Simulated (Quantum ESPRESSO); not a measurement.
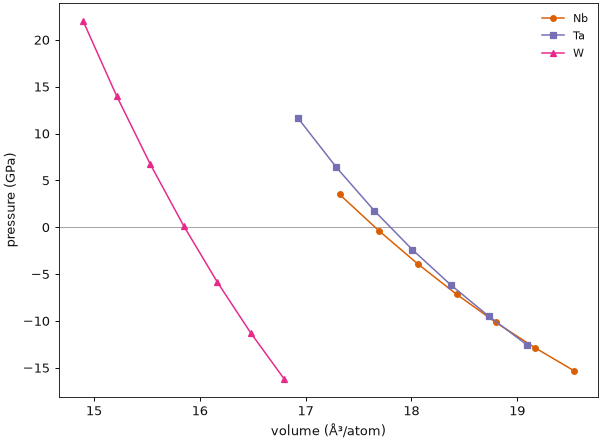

The picture above shows the pressure against volume, with one curve for each element, for Nb, Ta and W (all in space group Im-3m (No. 229)).

Computed with Quantum ESPRESSO 7.5: plane-wave DFT, no spin polarisation; energies at scaled volumes of the given cell, shape and fractions fixed, counted from the fit's minimum, third-order Birch-Murnaghan fit. Level: PBE with D3(BJ).

- occupations: Fermi–Dirac
- smearing width: 0.05 eV
- potentials: PseudoDojo 0.4.1 SR PBE standard

Settings that differ: Nb: density cutoff 4460 eV, wave cutoff 1120 eV, k mesh 11×11×11; Ta: density cutoff 3160 eV, wave cutoff 789 eV, k mesh 11×11×11; W: density cutoff 4030 eV, wave cutoff 1010 eV, k mesh 12×12×12.

Question: Order the curves by fitted equilibrium volume, smallest first.

Answer: W 15.860, Nb 17.661, Ta 17.800 Å³/atom.

Question: Order the curves by fitted bulk modulus, smallest first.

Answer: Nb 179.1, Ta 208.0, W 313.6 GPa.

The computed values:

Nb:
```tsv
volume (Å³/atom)	pressure (GPa)
17.32	3.50
17.69	-0.35
18.06	-3.90
18.43	-7.16
18.80	-10.14
19.17	-12.84
19.53	-15.29
```

Ta:
```tsv
volume (Å³/atom)	pressure (GPa)
16.93	11.63
17.29	6.41
17.65	1.76
18.01	-2.40
18.37	-6.13
18.73	-9.49
19.09	-12.54
```

W:
```tsv
volume (Å³/atom)	pressure (GPa)
14.90	22.03
15.21	14.03
15.53	6.77
15.85	0.16
16.16	-5.83
16.48	-11.27
16.80	-16.20
```
